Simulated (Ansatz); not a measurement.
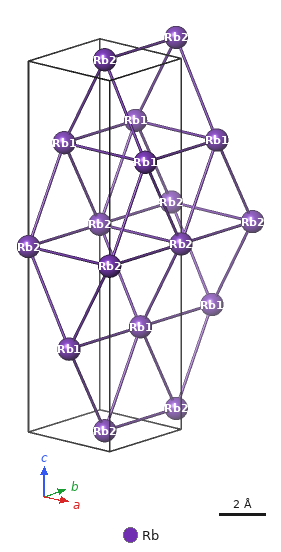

Reference structure: a symmetric starting cell of Rb. The picture is a ball-and-stick view of the conventional cell (2 times the calculation's cell), repeated 1 × 2 × 1 with one cell outlined, seen from a free direction. Lengths and directions refer to the drawn axes.

All numbers below come from DFT r2SCAN, scalar-relativistic, plane waves, PAW (Ansatz 0.2.0). (plane-wave cutoff 500 eV; k-point mesh 12 × 12 × 12; occupations gaussian; smearing width 0.1 eV; no spin polarisation)

The variant: The cell is strained by −3.4 % along c and −1.9 % across it (volume −7.1 %), the atoms keeping their fractional coordinates. No relaxation follows. The starting cell wasn't computed here and needn't be at equilibrium, so pressure and forces aren't due to the change alone.

Input file:
```yaml
crystal:
  lattice:
    - [-2.3336444887, 2.3336444887, 8.1995449339]
    - [2.3336444887, -2.3336444887, 8.1995449339]
    - [2.3336444887, 2.3336444887, -8.1995449339]
  atoms:
    - { symbol: Rb, position: [0.25, 0.75, 0.5] }
    - { symbol: Rb, position: [0.5, 0.5, 0.0] }
basis:
  ecutwfc: 500
kpoints:
  mp_grid: { grid: [12, 12, 12] }
hamiltonian:
  xc: r2scan
scf:
  occupations: { method: gaussian, width: 0.1 }
output:
  forces: true
  stress: true
  eigenvalues: true
  populations: true
```

Launched with:
```bash
ansatz run input.yaml --threads 1 --pin off --max-ram 1331MiB --backend cpu --events-out ev --progress --plain --runs-dir out
```

**Predict the response.**

The pressure is 0.2 GPa (not all of it need come from the change, since the unchanged cell can be under pressure at this level too). The principal stresses (compression positive) are 0.4 GPa along c and 0.1 GPa across it. All forces vanish by symmetry. Some distances before and after: Rb–Rb 4.866 → 4.717 Å, Rb–Rb 4.758 → 4.667 Å. The space group stays I4_1/amd (No. 141).

Drawn alike, the variant:

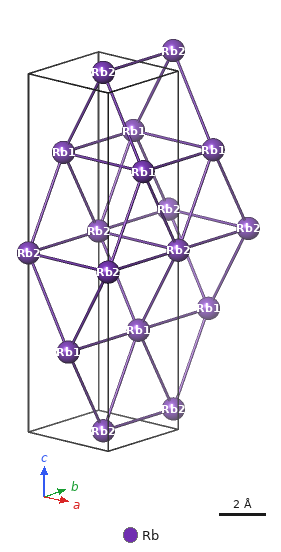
